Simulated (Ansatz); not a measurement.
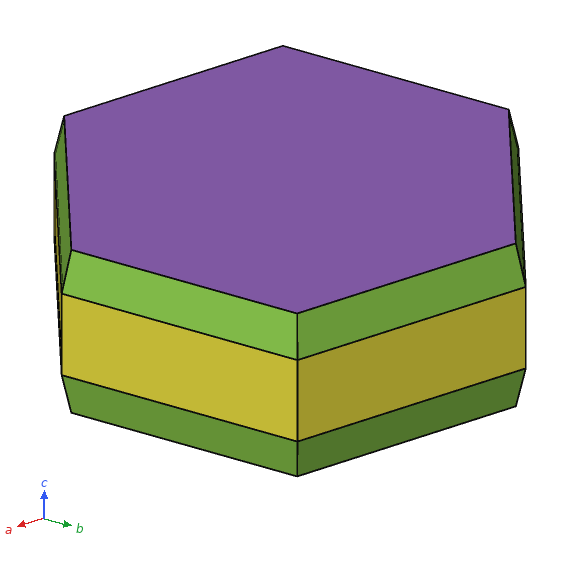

BFDH (Bravais–Friedel–Donnay–Harker) growth shape, computed from the cell and space group alone: each face lies at a distance from the centre proportional to 1/d(hkl), with d taken for the first order that the space group does not extinguish. It ignores bonding, solvent and kinetics. Faces of one form share a colour. Cell of InSe: space group P6_3/mmc (No. 194), a = 4.018 Å, b = 4.018 Å, c = 16.926 Å, α = 90.00°, β = 90.00°, γ = 120.00°. Source: coordinates from a relaxation with Ansatz, DFT, r2SCAN+rVV10, plane waves, PAW. Forms under 0.4 % of the area are left out.

Which form is which colour?

purple: {002} (d = 8.46 Å, 53 % of the area); yellow: {100} (d = 3.48 Å, 24 % of the area); green: {101} (d = 3.41 Å, 24 % of the area).
